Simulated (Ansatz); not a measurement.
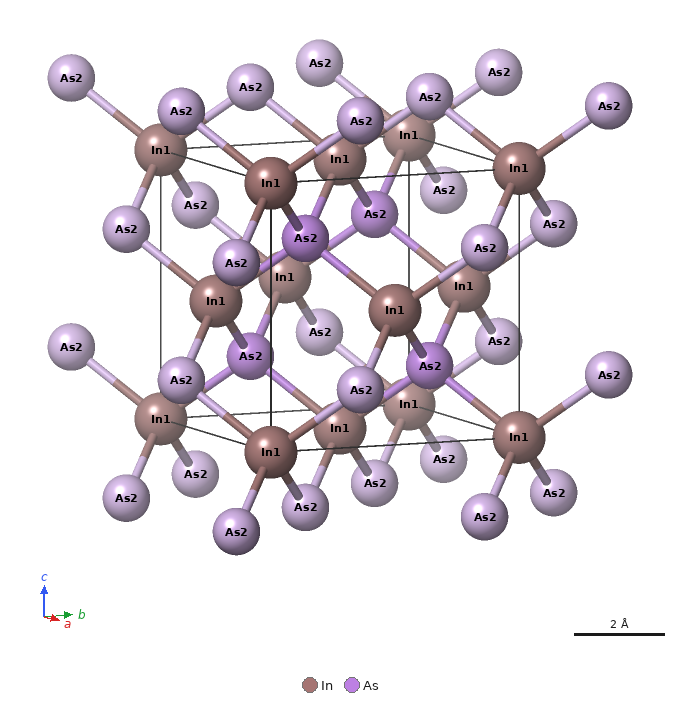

*The structure as given in the input (ball-and-stick view of the cell 4 times as large as that of the calculation, set on its symmetry axes, seen slightly off an axis; neighbours outside the cell are drawn fainter; atoms are numbered from 1 in the order of the input). An atom can appear more than once, as a periodic image.*

Near neighbours in the periodic cell (some may lie outside the picture): In has 4 As at 2.62 Å; As has 4 In at 2.62 Å.

# Single-point calculation of InAs

InAs (F-43m, 2 atoms in the cell), computed with DFT PBE+D3(BJ), scalar-relativistic, plane waves, PAW, no spin polarisation (Ansatz 0.2.0).

The structure derives from an entry of the Crystallography Open Database. Figures and captions count atoms from 1; the log counts them from 0 in places.

### Log
```
Engine: ansatz 0.2.0, aarch64-unknown-linux-gnu
Pseudopotentials: kind: paw
Pseudopotential: In, paw, valence charge 13, recommended cutoff 420 eV (normal), In.paw.azcp
Pseudopotential: As, paw, valence charge 15, recommended cutoff 420 eV (normal), As.paw.azcp
Functional definition: PBE
  parameter kappa = 0.804
  parameter beta = 0.06672455060314922
  exchange = pbe_x(kappa = kappa, mu = beta*pi^2/3)
  correlation = pbe_c(beta = beta)
Crystal: 2 atoms, lattice volume = 55.306 Å³
Basis set: ecut = 420 eV, 1067 PW (Γ), exchange–correlation on 60×60×60 points (8 copies of the dense FFT grid, shifted against one another)
Bands: 18, of which v1, the nominal top of the filled ones, is band 14 counted from 1 (13 counted from 0)
Symmetry: 24 space group operations
Space group: F-43m (ITA 216), of the structure as read, at distance tolerance 3.8e-5 Å
k-points: 16 of 216 (time reversal used)
Non-local potential: In, projectors of the file, l = 0: 2, l = 1: 2, l = 2: 2, l = 3: 2
Non-local potential: As, projectors of the file, l = 0: 2, l = 1: 2, l = 2: 3, l = 3: 1
PAW form: soft (Blöchl's): semilocal exchange-correlation on the pseudo side does not see the compensation charge
PAW one-centre angular grid: In, 590 points (default); XC on 64 Gauss nodes
PAW one-centre angular grid: As, 590 points (default); XC on 64 Gauss nodes
Initial density: superposition of atomic densities (neutral atoms: chi_scale 0, normalization atom), corrected by the library's trained network
Initial wavefunctions: pseudopotential atomic-orbital guess
Functional: x = pbe(κ = 0.804, μ = 0.2195149727645171), c = pbe(β = 0.06672455060314922)
SCF iter   1: F=—  HF=-10455.055427 eV  |F-HF|=—  |Δ(HF+E_count)|=         —  Δρ=2.16e-3  dr2=5.56e-3  ethr=1.77e-3  ⟨swp⟩=5.7  Hψ=1398  notcnv=0
preconditioner: auto → none  [insulator: Δε(μ)=0.927 eV  Ē_g=14.750 eV  σ=0.100 eV  W_gap=0.67  n_scr=14 (ndim 8)  ℏωp=21.2 eV  f_vac=0.107  D(μ)=0.14/eV (n_scr^D=0)  ε∞_Penn≈3.1]
SCF iter   2: F=—  HF=-10455.052854 eV  |F-HF|=—  |Δ(HF+E_count)|=   2.57e-3  Δρ=9.84e-4  dr2=5.52e-4  ethr=1.98e-5  ⟨swp⟩=2.0  Hψ=561  notcnv=0
SCF iter   3: F=—  HF=-10455.052723 eV  |F-HF|=—  |Δ(HF+E_count)|=   1.31e-4  Δρ=2.80e-4  dr2=4.90e-5  ethr=1.97e-6  ⟨swp⟩=2.0  Hψ=433  notcnv=0
SCF iter   4: F=—  HF=-10455.052759 eV  |F-HF|=—  |Δ(HF+E_count)|=   3.56e-5  Δρ=8.89e-5  dr2=4.09e-6  ethr=1.75e-7  ⟨swp⟩=2.0  Hψ=353  notcnv=0
SCF iter   5: F=—  HF=-10455.052766 eV  |F-HF|=—  |Δ(HF+E_count)|=   6.64e-6  Δρ=3.23e-5  dr2=5.83e-7  ethr=1.46e-8  ⟨swp⟩=2.0  Hψ=513  notcnv=0
SCF iter   6: F=-10455.052766 eV  HF=-10455.052766 eV  |F-HF|=1.53e-8  |Δ(HF+E_count)|=   1.95e-7  Δρ=6.56e-6  dr2=1.69e-8  ethr=3.57e-10  ⟨swp⟩=6.1  Hψ=1367  notcnv=0
SCF 1 converged in 6 iterations: F = -10455.052766 eV  dr2 = 1.69e-8
  greatest PAW one-centre occupation: 0.999 electrons in one spin orbital (limit 2), on the As atom at site 1 (counted from 0), in its partial waves of l = 2
SCF converged after 6 iterations
Free energy (F): -10455.052766 eV
Harris-Foulkes:  -10455.052766 eV  (|F-HF|=1.53e-8)
Internal energy: -10455.052050 eV  (E = F + TS)
E sigma→0 (E₀):  -10455.052408 eV
Entropy (-TS):   -0.000715 eV (-0.358 meV/atom)
Fermi energy:    7.878142 eV
--- Per-component energies (eV) ---
  E_band       = -311.612203
  E_kinetic    = 347.272163
  E_local      = -3275.872289  (includes V_loc(G=0)·N_el)
  E_nonlocal   = -303.265206
  E_hartree    = 1585.751353
  E_xc         = -294.728753
  E_vxc        = -178.889271  (∫ρ·V_xc dr)
  E_paw        = -5990.779295  (= ΣΔE_a)
  E_vpaw       = -72.367262  (= ΣTr[D̂ρ^β])
  E_aug_tail   = 0.000035  (compensation charges beyond the density's cutoff)
  E_ewald      = -2522.783943
  E_disp       = -0.646117  (pairwise vdW)
  E_smearing   = -0.000715  (= −TS)
  E_closure    = 0.000000  (closes the sum)
  Σ components = -10455.052766   (vs F -10455.052766, Δ=0.00e0)
--- Forces (eV/Å), atoms counted from 1 ---
  atom   1  In    -0.00000000     0.00000000     0.00000000
  atom   2  As     0.00000000    -0.00000000    -0.00000000
  max |Σ_I F_I| component: 2.31e-16 eV/Å
--- Stress (GPa, compression-positive) ---
        1.887953      -0.000000      -0.000000
        0.000000       1.887953       0.000000
       -0.000000       0.000000       1.887953
  P = ⅓ Tr σ = 1.8880 GPa (18.880 kbar)
--- Band table (eV; the first three rows and the last of 16) ---
  k-point 0: bands = ["-27.1127", "-27.1127", "-27.1127", "-27.1048", "-27.1048", "-6.5438", "-6.5438", "-6.5438", "-6.4185", "-6.4185", "-4.0128", "7.6449", "7.8477", "7.8477", "7.8477", "11.7610", "11.7610", "11.7610"]
  k-point 1: bands = ["-27.1127", "-27.1126", "-27.1126", "-27.1048", "-27.1048", "-6.5776", "-6.5340", "-6.5340", "-6.4185", "-6.4185", "-3.7306", "5.3442", "7.5349", "7.5349", "9.0927", "12.1671", "12.2046", "12.2046"]
  k-point 2: bands = ["-27.1127", "-27.1125", "-27.1125", "-27.1047", "-27.1047", "-6.6391", "-6.5179", "-6.5179", "-6.4148", "-6.4148", "-3.0294", "3.1177", "7.0569", "7.0569", "8.9581", "12.5698", "12.5698", "13.9967"]
  k-point 15: bands = ["-27.1129", "-27.1124", "-27.1122", "-27.1048", "-27.1044", "-6.7096", "-6.4849", "-6.4686", "-6.4401", "-6.4056", "-1.9672", "2.1209", "5.0451", "5.1016", "10.9389", "11.2895", "14.2877", "14.8401"]
```

The run was set up as follows.

### Input
```yaml
crystal:
  lattice:
    - [0.0, 3.024, 3.024]
    - [3.024, 0.0, 3.024]
    - [3.024, 3.024, 0.0]
  atoms:
    - { symbol: In, position: [0.0, 0.0, 0.0] }
    - { symbol: As, position: [0.75, 0.75, 0.75] }
basis:
  ecutwfc: 420
kpoints:
  mp_grid: { grid: [6, 6, 6] }
hamiltonian:
  xc: pbe
  dispersion: d3bj
scf:
  occupations: { method: gaussian, width: 0.1 }
output:
  forces: true
  stress: true
  eigenvalues: true
```

Launch command:
```bash
ansatz run input.yaml --threads 4 --pin off --max-ram 10240MiB --backend cpu --events-out ev --progress --plain --runs-dir out
```

### Results in brief

```json
{"quantity": "outcome", "value": "converged"}
{"quantity": "space group (tolerance 0.01 Å)", "value": "F-43m (216)"}
{"quantity": "electrons treated", "value": "28"}
{"quantity": "free energy", "value": "−10455.0528 eV"}
{"quantity": "Fermi energy", "value": "7.878 eV"}
{"quantity": "gap on the k-point mesh", "value": "none (metallic)"}
{"quantity": "pressure", "value": "1.89 GPa"}
{"quantity": "largest force (length of the vector)", "value": "under 0.001 eV/Å"}
{"quantity": "hardware", "value": "4 threads of Arm Neoverse V1, 24 GiB of memory available, shared host"}
{"quantity": "wall time", "value": "0.63 s (CPU time 1.9 s)"}
{"quantity": "peak memory", "value": "0.34 GiB"}
```
